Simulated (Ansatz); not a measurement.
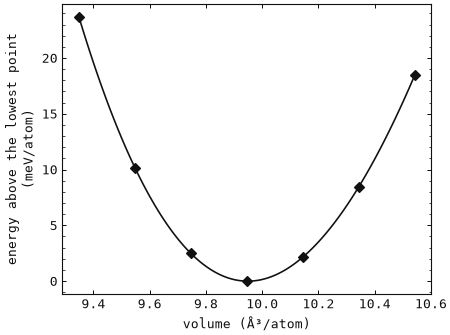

Plotted: energy above the lowest point against volume for Co₂O, space group Fm-3m (No. 225) (one of a set of cubic test structures, which need not be the stable phase).

Computed with Ansatz 0.2.0 development build: equation of state of a cubic crystal from periodic Kohn-Sham density functional theory without spin, third-order Birch-Murnaghan fit to the free energies; pressure corrected for the finite basis. Level: PBE.

structure type antifluorite; atoms in cell 3; space group number 225; lattice centring face-centred primitive; k mesh 38×38×38; occupation method Fermi–Dirac; occupation width 0.06123 eV; wave cutoff 420 eV; datasets soft-1 PAW; density tolerance 1e−07 eV; bands 24; density cutoff ratio 4; search for lower states default.

From this curve and the settings, what does the calculation give for the pressure at the same points?

The pressure falls from 13.4 GPa at volume 9.35 Å³/atom to −9.4 GPa at 10.54 Å³/atom, and changes sign near 9.95 Å³/atom.

| volume (Å³/atom) | pressure (GPa) |
| --- | --- |
| 9.35 | 13.4 |
| 9.55 | 8.4 |
| 9.75 | 4.0 |
| 9.95 | 0.1 |
| 10.14 | −3.5 |
| 10.34 | −6.6 |
| 10.54 | −9.4 |

Limits of the calculation: cubic model structure, not the ambient form; no spin polarisation, a magnetic state may lie lower.
